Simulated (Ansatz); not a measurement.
This input was run:

```
crystal:
  lattice:
    - [3.8164450472, 0.0, 0.0]
    - [-1.9082225236, 3.305138363, 0.0]
    - [1.9082225236, -1.1017127877, 3.1161143323]
  atoms:
    - { symbol: Gd, position: [0.0, 0.0, 0.0], spin: 7.72 }
    - { symbol: O, position: [0.25, 0.75, 0.25] }
basis:
  ecutwfc: 420
kpoints:
  mp_grid: { grid: [5, 5, 5] }
hamiltonian:
  xc: pbe
  hubbard: { sites: [{ species: Gd, l: f, u_eff: 6.0 }] }
scf:
  occupations: { method: gaussian, width: 0.1 }
output:
  forces: true
  stress: true
  eigenvalues: true
  hubbard: { sites: [{ species: Gd, l: f }] }
  populations: true
magnetization:
  spin_polarized: true
```

Command:
```bash
ansatz run input.yaml --threads 4 --pin off --max-ram 10240MiB --backend cpu --events-out ev --progress --plain --runs-dir out
```

How will the Gd f shell be filled?

Counting eigenvalues over 0.6 as filled, Gd has 7 filled f states (f⁷), 7 up and 0 down; the eigenvalues sum to 7.0.

The run may have settled in a state above the lowest, so this need not be the ground state. The k mesh is coarse for this system. Spin-orbit coupling is left out, which matters for Gd. Open shells can settle in several states, and this one need not be the lowest.

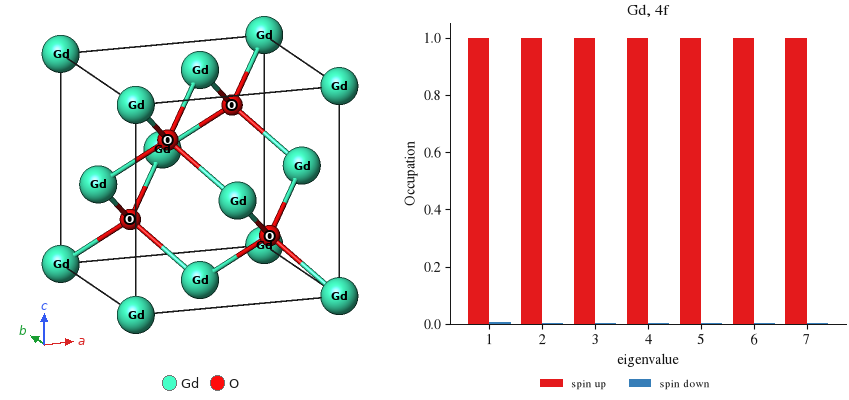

Eigenvalues of the local occupation matrix of the f shell (Löwdin-orthogonalised atomic projectors). The structure is drawn too.
